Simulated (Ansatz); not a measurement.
Given this structure, the input geometry of an electronic-structure calculation (not necessarily at equilibrium); the starting structure was generated, so it need not be a known form of this composition, written in its standard cell:

```yaml
crystal:
  lattice:
    - [2.45120, 0.00000, 0.00000]
    - [0.00000, 4.37070, 0.00000]
    - [0.00000, 0.00000, 8.38962]
  atoms:
    - { symbol: Ni, position: [0.50000, 0.50000, 0.50000] }
    - { symbol: Ni, position: [0.75000, 0.25000, 0.25000] }
    - { symbol: Ni, position: [0.50000, 0.00000, 0.00000] }
    - { symbol: Ni, position: [0.75000, 0.75000, 0.75000] }
    - { symbol: Ni, position: [0.00000, 0.50000, 0.00000] }
    - { symbol: Ni, position: [0.25000, 0.25000, 0.75000] }
    - { symbol: Ni, position: [0.00000, 0.00000, 0.50000] }
    - { symbol: Ni, position: [0.25000, 0.75000, 0.25000] }
```

**Predict the [110] zone-axis pattern (300 kV, kinematic, B = 0.8 Å²).**

The spots form a centred rectangular net whose two shortest vectors correspond to d = 4.19 Å and 2.07 Å, 75.7° apart. They are 0 0 2 (itself extinct) and 1 -1 1. The pattern has symmetry 2mm. The lattice centring (F) removes all reflections that break h + k = 2n, h + l = 2n; a glide plane extinguishes reflections such as 0 0 2, 0 0 6, 0 0 10; reflections such as 2 -2 -2, 2 -2 2, 2 -2 -6 are allowed by the space group but vanish because the atoms sit on special positions.

Strongest reflections with d > 0.80 Å, one of each family (|F|² from tabulated Gaussian fits of the electron scattering factors, times a small damping for the curvature of the Ewald sphere):

| hkl | d (Å) | I (strongest = 100) |
| --- | --- | --- |
| 0 0 4 | 2.097 | 100 |
| 1 -1 1 | 2.072 | 49 |
| 1 -1 3 | 1.698 | 33 |
| 2 -2 0 | 1.069 | 20 |
| 0 0 8 | 1.049 | 19 |
| 1 -1 5 | 1.320 | 18 |

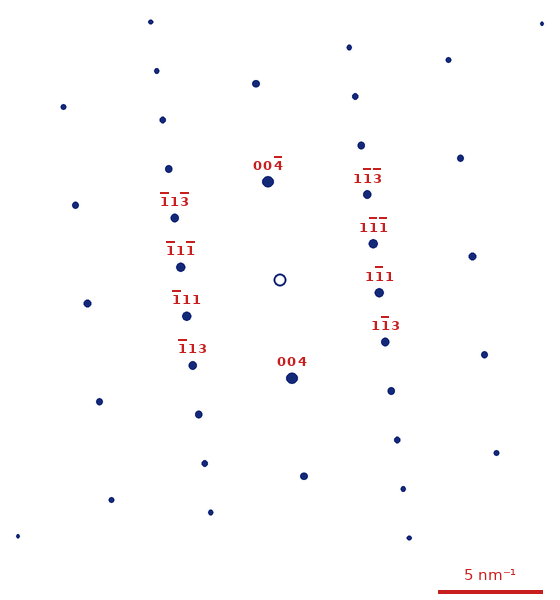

Calculated pattern, seen from the source side with [110] pointing towards the source.
